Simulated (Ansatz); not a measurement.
**Run report: GeSe, single-point calculation**

- system: GeSe (Pnma, 8 atoms in the cell)
- method: DFT PBE, scalar-relativistic, plane waves, PAW, no spin polarisation (Ansatz 0.2.0)

The structure derives from a Materials Project entry. It belongs to a series of runs on one base structure; here: band edges sought over the zone.

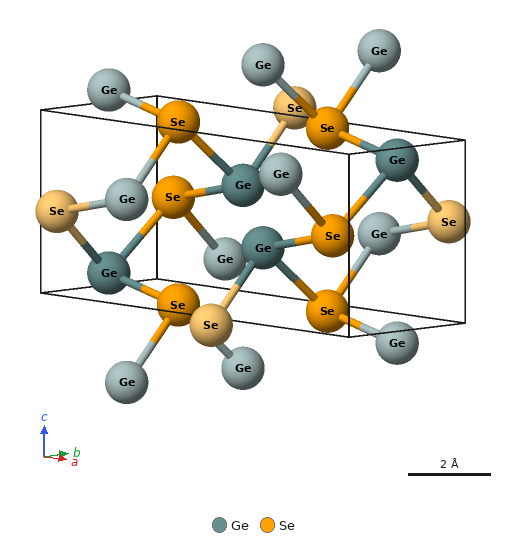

Figure 1. The input geometry (ball-and-stick view of the cell of the calculation, seen at an oblique angle; neighbours outside the cell are drawn fainter). An atom can appear more than once, as a periodic image. Near neighbours in the periodic cell (some may lie outside the picture): Ge has 3 Se at 2.59 to 2.60 Å; Se has 3 Ge at 2.59 to 2.60 Å.

Input file
```yaml
crystal:
  lattice:
    - [11.1941425877, 0.0, 0.0]
    - [0.0, 3.8797152046, 0.0]
    - [0.0, 0.0, 4.5342500442]
  atoms:
    - { symbol: Ge, position: [0.1266619454, 0.25, 0.1206850278] }
    - { symbol: Ge, position: [0.8733380546, 0.75, 0.8793149722] }
    - { symbol: Ge, position: [0.3733380546, 0.75, 0.6206850278] }
    - { symbol: Ge, position: [0.6266619454, 0.25, 0.3793149722] }
    - { symbol: Se, position: [0.8525597364, 0.25, 0.4993368477] }
    - { symbol: Se, position: [0.1474402636, 0.75, 0.5006631523] }
    - { symbol: Se, position: [0.6474402636, 0.75, -0.0006631523] }
    - { symbol: Se, position: [0.3525597364, 0.25, 1.0006631523] }
basis:
  ecutwfc: 420
  xc_grid: 2
kpoints:
  mp_grid: { grid: [4, 8, 6] }
  band_path: { path: [VBM, CBM], npoints: 2 }
hamiltonian:
  xc: pbe
scf:
  occupations: { method: gaussian, width: 0.01 }
output:
  forces: true
  stress: true
  eigenvalues: true
```

Run on 4 threads of Intel Xeon @ 2.50GHz (Skylake/Cascade Lake), 189 GiB of memory available, shared host.

Run as:
```bash
ansatz run input.yaml --threads 4 --pin off --max-ram 10240MiB --backend cpu --events-out ev --progress --plain --runs-dir out
```

Output
```
Engine: ansatz 0.2.0, x86_64-unknown-linux-gnu
Pseudopotentials: kind: paw
Pseudopotential: Ge, paw, valence charge 14, recommended cutoff 420 eV (normal), Ge.paw.azcp
Pseudopotential: Se, paw, valence charge 16, recommended cutoff 420 eV (normal), Se.paw.azcp
Functional definition: PBE
  parameter kappa = 0.804
  parameter beta = 0.06672455060314922
  exchange = pbe_x(kappa = kappa, mu = beta*pi^2/3)
  correlation = pbe_c(beta = beta)
Crystal: 8 atoms, lattice volume = 196.923 Å³
Basis set: ecut = 420 eV, 3839 PW (Γ), exchange–correlation on 150×54×64 points (8 copies of the dense FFT grid, shifted against one another)
Bands: 72, of which v1, the nominal top of the filled ones, is band 60 counted from 1 (59 counted from 0)
Symmetry: 8 space group operations
Space group: Pnma (ITA 62), of the structure as read, at distance tolerance 5.8e-5 Å
k-points: 60 of 192
Non-local potential: Ge, projectors of the file, l = 0: 2, l = 1: 2, l = 2: 3, l = 3: 1
Non-local potential: Se, projectors of the file, l = 0: 2, l = 1: 2, l = 2: 3, l = 3: 1
PAW form: soft (Blöchl's): semilocal exchange-correlation on the pseudo side does not see the compensation charge
PAW one-centre angular grid: Ge, 590 points (default); XC on 64 Gauss nodes
PAW one-centre angular grid: Se, 590 points (default); XC on 64 Gauss nodes
Initial density: superposition of atomic densities (neutral atoms: chi_scale 0, normalization atom), corrected by the library's trained network
Initial wavefunctions: pseudopotential atomic-orbital guess
Functional: x = pbe(κ = 0.804, μ = 0.2195149727645171), c = pbe(β = 0.06672455060314922)
SCF iter   1: F=—  HF=-39058.070015 eV  |F-HF|=—  |Δ(HF+E_count)|=         —  Δρ=1.44e-3  dr2=5.75e-3  ethr=1.77e-3  ⟨swp⟩=6.1  Hψ=14779  notcnv=0  defer=2
preconditioner: auto → Resta (q_TF=auto, 2.512 Å⁻¹)  ε∞=4.4  [insulator: Δε(μ)=0.878 eV  Ē_g=9.019 eV  σ=0.010 eV  W_gap=1.00  n_scr=56 (ndim 8)  ℏωp=16.7 eV  f_vac=0.006  D(μ)=0.00/eV (n_scr^D=0)  ε∞_Penn≈4.4]
SCF iter   2: F=—  HF=-39058.067731 eV  |F-HF|=—  |Δ(HF+E_count)|=   2.28e-3  Δρ=7.73e-4  dr2=1.43e-3  ethr=4.79e-6  ⟨swp⟩=2.0  Hψ=6590  notcnv=0  defer=329
SCF iter   3: F=—  HF=-39058.068136 eV  |F-HF|=—  |Δ(HF+E_count)|=   4.05e-4  Δρ=2.13e-4  dr2=8.62e-5  ethr=1.19e-6  ⟨swp⟩=2.0  Hψ=6782  notcnv=0  defer=329
SCF iter   4: F=—  HF=-39058.068124 eV  |F-HF|=—  |Δ(HF+E_count)|=   1.18e-5  Δρ=9.43e-5  dr2=2.07e-5  ethr=7.18e-8  ⟨swp⟩=2.0  Hψ=6391  notcnv=0  defer=329
SCF iter   5: F=—  HF=-39058.068137 eV  |F-HF|=—  |Δ(HF+E_count)|=   1.25e-5  Δρ=2.77e-5  dr2=2.04e-6  ethr=1.72e-8  ⟨swp⟩=2.0  Hψ=5179  notcnv=0  defer=329
SCF iter   6: F=—  HF=-39058.068138 eV  |F-HF|=—  |Δ(HF+E_count)|=   1.62e-6  Δρ=1.03e-5  dr2=2.66e-7  ethr=1.70e-9  ⟨swp⟩=2.0  Hψ=7591  notcnv=0  defer=329
SCF iter   7: F=-39058.068139 eV  HF=-39058.068139 eV  |F-HF|=3.12e-8  |Δ(HF+E_count)|=   1.44e-7  Δρ=4.02e-6  dr2=3.97e-8  ethr=8.33e-11  ⟨swp⟩=8.2  Hψ=18473  notcnv=0
SCF 1 converged in 7 iterations: F = -39058.068139 eV  dr2 = 3.97e-8
  greatest PAW one-centre occupation: 1.000 electrons in one spin orbital (limit 2), on the Se atom at site 7 (counted from 0), in its partial waves of l = 2
NSCF: frozen V_eff on 64 k-points
NSCF: frozen V_eff on 64 k-points
NSCF: frozen V_eff on 64 k-points
NSCF: frozen V_eff on 64 k-points
NSCF: frozen V_eff on 43 k-points
NSCF: frozen V_eff on 36 k-points
NSCF: frozen V_eff on 56 k-points
NSCF: frozen V_eff on 42 k-points
NSCF: frozen V_eff on 45 k-points
NSCF: frozen V_eff on 17 k-points
NSCF: frozen V_eff on 14 k-points
NSCF: frozen V_eff on 14 k-points
NSCF: frozen V_eff on 3 k-points
SCF converged after 7 iterations
Free energy (F): -39058.068139 eV
Harris-Foulkes:  -39058.068139 eV  (|F-HF|=3.12e-8)
Internal energy: -39058.068139 eV  (E = F + TS)
E sigma→0 (E₀):  -39058.068139 eV
Fermi energy:    8.081118 eV
--- Per-component energies (eV) ---
  E_band       = -2180.805400
  E_kinetic    = 908.022279
  E_local      = -19428.015736  (includes V_loc(G=0)·N_el)
  E_nonlocal   = -726.043098
  E_hartree    = 9025.865729
  E_xc         = -716.230806
  E_vxc        = -646.286057  (∫ρ·V_xc dr)
  E_paw        = -15705.263741  (= ΣΔE_a)
  E_vpaw       = -340.221330  (= ΣTr[D̂ρ^β])
  E_aug_tail   = -0.001197  (compensation charges beyond the density's cutoff)
  E_ewald      = -12416.401569
  E_smearing   = -0.000000  (= −TS)
  E_closure    = 0.000000  (closes the sum)
  Σ components = -39058.068139   (vs F -39058.068139, Δ=0.00e0)
--- Forces (eV/Å), atoms counted from 1 ---
  atom   1  Ge     0.00288325     0.00000000     0.00198612
  atom   2  Ge    -0.00288325     0.00000000    -0.00198612
  atom   3  Ge    -0.00288325     0.00000000     0.00198612
  atom   4  Ge     0.00288325     0.00000000    -0.00198612
  atom   5  Se    -0.00084888     0.00000000     0.00108671
  atom   6  Se     0.00084888     0.00000000    -0.00108671
  atom   7  Se     0.00084888     0.00000000     0.00108671
  atom   8  Se    -0.00084888     0.00000000    -0.00108671
  max |Σ_I F_I| component: 8.67e-19 eV/Å
--- Stress (GPa, compression-positive) ---
       -0.030383       0.000000       0.000000
        0.000000      -0.027320       0.000000
        0.000000       0.000000      -0.024324
  P = ⅓ Tr σ = -0.0273 GPa (-0.273 kbar)
--- Band table (eV; the first three rows and the last of 60) ---
  k-point 0: bands = ["-39.8247", "-39.8246", "-39.8246", "-39.8245", "-39.8237", "-39.8236", "-39.8234", "-39.8234", "-39.7865", "-39.7864", "-39.7863", "-39.7861", "-39.7829", "-39.7827", "-39.7827", "-39.7826", "-39.7710", "-39.7709", "-39.7706", "-39.7706", "-16.8458", "-16.8446", "-16.8428", "-16.8422", "-16.8417", "-16.8414", "-16.8410", "-16.8408", "-16.8152", "-16.8149", "-16.8099", "-16.8096", "-16.8080", "-16.8057", "-16.8006", "-16.7982", "-16.7939", "-16.7934", "-16.7913", "-16.7907", "-6.4889", "-6.1923", "-5.2160", "-4.7654", "-0.2500", "0.2310", "1.8767", "2.1047", "2.6226", "4.0777", "4.2655", "4.3686", "4.5773", "4.9342", "5.8009", "5.8981", "6.3341", "6.6620", "6.9170", "7.5445", "8.5217", "10.3005", "10.3082", "10.3111", "10.6682", "10.8388", "11.2105", "11.7158", "12.6451", "12.8773", "13.1888", "13.3491"]
  k-point 1: bands = ["-39.8247", "-39.8246", "-39.8246", "-39.8245", "-39.8237", "-39.8236", "-39.8234", "-39.8234", "-39.7865", "-39.7863", "-39.7863", "-39.7861", "-39.7828", "-39.7827", "-39.7827", "-39.7826", "-39.7710", "-39.7709", "-39.7706", "-39.7706", "-16.8454", "-16.8443", "-16.8429", "-16.8422", "-16.8419", "-16.8417", "-16.8412", "-16.8410", "-16.8145", "-16.8143", "-16.8100", "-16.8097", "-16.8078", "-16.8059", "-16.8004", "-16.7984", "-16.7938", "-16.7933", "-16.7915", "-16.7910", "-6.3751", "-6.0839", "-5.2328", "-4.8223", "-0.5551", "0.1286", "1.1358", "1.6941", "2.8420", "4.3931", "4.7170", "4.8476", "4.8569", "5.0632", "5.8394", "6.2825", "6.3210", "6.5052", "7.0476", "7.4337", "8.6081", "9.7066", "10.2380", "10.3025", "10.5665", "10.7119", "11.2869", "11.3855", "11.9835", "12.4215", "12.8305", "13.0995"]
  k-point 2: bands = ["-39.8247", "-39.8246", "-39.8246", "-39.8246", "-39.8236", "-39.8236", "-39.8235", "-39.8234", "-39.7865", "-39.7863", "-39.7863", "-39.7861", "-39.7828", "-39.7828", "-39.7827", "-39.7826", "-39.7709", "-39.7709", "-39.7707", "-39.7707", "-16.8446", "-16.8436", "-16.8431", "-16.8426", "-16.8423", "-16.8421", "-16.8418", "-16.8414", "-16.8130", "-16.8127", "-16.8103", "-16.8101", "-16.8075", "-16.8063", "-16.8000", "-16.7989", "-16.7934", "-16.7930", "-16.7919", "-16.7917", "-6.0647", "-5.7863", "-5.3534", "-5.0281", "-0.8774", "0.0023", "0.0641", "0.8915", "3.3406", "4.7813", "5.0978", "5.4105", "5.6182", "5.6890", "5.8413", "6.1893", "6.2228", "7.0391", "7.1535", "7.6405", "8.7750", "9.1399", "9.3092", "9.8936", "10.0853", "10.5518", "10.8747", "10.9267", "11.2608", "11.8226", "12.2624", "13.4207"]
  k-point 59: bands = ["-39.8247", "-39.8247", "-39.8247", "-39.8247", "-39.8232", "-39.8232", "-39.8232", "-39.8232", "-39.7863", "-39.7863", "-39.7863", "-39.7863", "-39.7828", "-39.7828", "-39.7828", "-39.7828", "-39.7707", "-39.7707", "-39.7707", "-39.7707", "-16.8476", "-16.8476", "-16.8476", "-16.8476", "-16.8365", "-16.8365", "-16.8365", "-16.8365", "-16.8121", "-16.8121", "-16.8121", "-16.8121", "-16.8053", "-16.8053", "-16.8053", "-16.8053", "-16.7898", "-16.7898", "-16.7898", "-16.7898", "-4.9431", "-4.9431", "-4.9431", "-4.9431", "-0.1420", "-0.1420", "-0.1420", "-0.1420", "3.1964", "3.1964", "3.1964", "3.1964", "3.9358", "3.9358", "3.9358", "3.9358", "6.2739", "6.2739", "6.2739", "6.2739", "10.3270", "10.3270", "10.3270", "10.3270", "12.3473", "12.3473", "12.3473", "12.3473", "14.1012", "14.1012", "14.1012", "14.1012"]
```

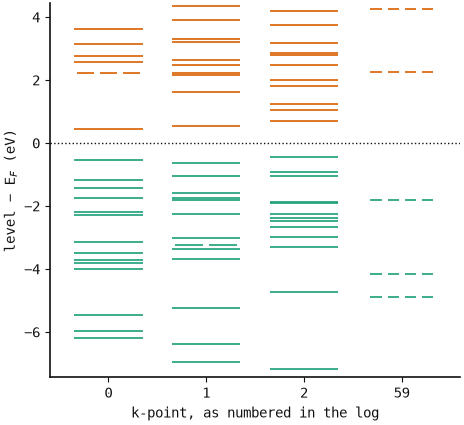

Figure 2. Kohn–Sham levels near the Fermi level (dotted) at the few k-points that the log prints; levels within 0.02 eV of each other stand side by side. Among these points the highest filled and lowest empty levels are 0.88 eV apart, which is the gap on the mesh.

Summary

```json
{"quantity": "outcome", "value": "converged"}
{"quantity": "space group (tolerance 0.01 Å)", "value": "Pnma (62)"}
{"quantity": "electrons treated", "value": "120"}
{"quantity": "free energy", "value": "−39058.0681 eV"}
{"quantity": "Fermi energy", "value": "8.081 eV"}
{"quantity": "gap on the k-point mesh", "value": "0.88 eV"}
{"quantity": "gap on the band path", "value": "0.88 eV"}
{"quantity": "pressure", "value": "−0.03 GPa"}
{"quantity": "largest force (length of the vector)", "value": "0.004 eV/Å"}
{"quantity": "wall time", "value": "1.9 min (CPU time 6 min)"}
{"quantity": "peak memory", "value": "1 GiB"}
```
